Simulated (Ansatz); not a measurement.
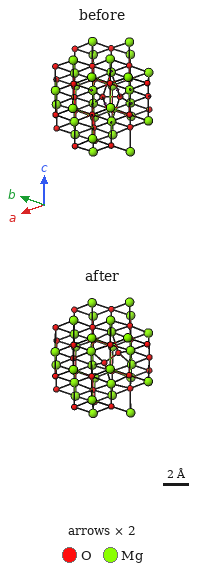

The structure of a defect cell of composition O$_{33}$Mg$_{32}$ before (top) and after (bottom) a relaxation, at one scale. The purple arrows give the displacements, 2 times their true length.

The picture is a ball-and-stick view of the atoms within 5.0 Å of the atom that moves most (axes of the cell of the calculation (origin shifted)), seen from a free direction.

Level of theory: Ansatz, DFT, PBEsol, PAW, plane waves. Settings: plane-wave cutoff 420 eV; k-point mesh 1 × 1 × 1; mesh shifted by (0.25, 0.25, 0.25); no spin polarisation; atoms relaxed in a fixed cell; force threshold 0.03 eV/Å; at most 80 steps.

**What changed between the two?**

An O atom moves most: 0.44 Å roughly along [−1 −1 −3]. Largest moves by element: O 0.44 Å, Mg 0.17 Å. The lattice vectors keep their values. Some distances before and after: Mg–O 2.232 → 2.726 Å, Mg–O 2.251 → 1.916 Å, Mg–O 1.668 → 1.920 Å, Mg–O 2.152 → 1.972 Å. Among the angles between lasting bonds that change: O–O–Mg 71.2° → 108.7°, Mg–O–Mg 126.5° → 110.4°, O–Mg–O 91.0° → 76.2°. The energy falls by 3.257 eV per cell of the calculation in 7 geometry steps. The largest force component goes from 6.5 to 0.0047 eV/Å.

Limits of the set-up: the periodic images lie only 8.4 Å apart, so the values are limited by the cell's size.
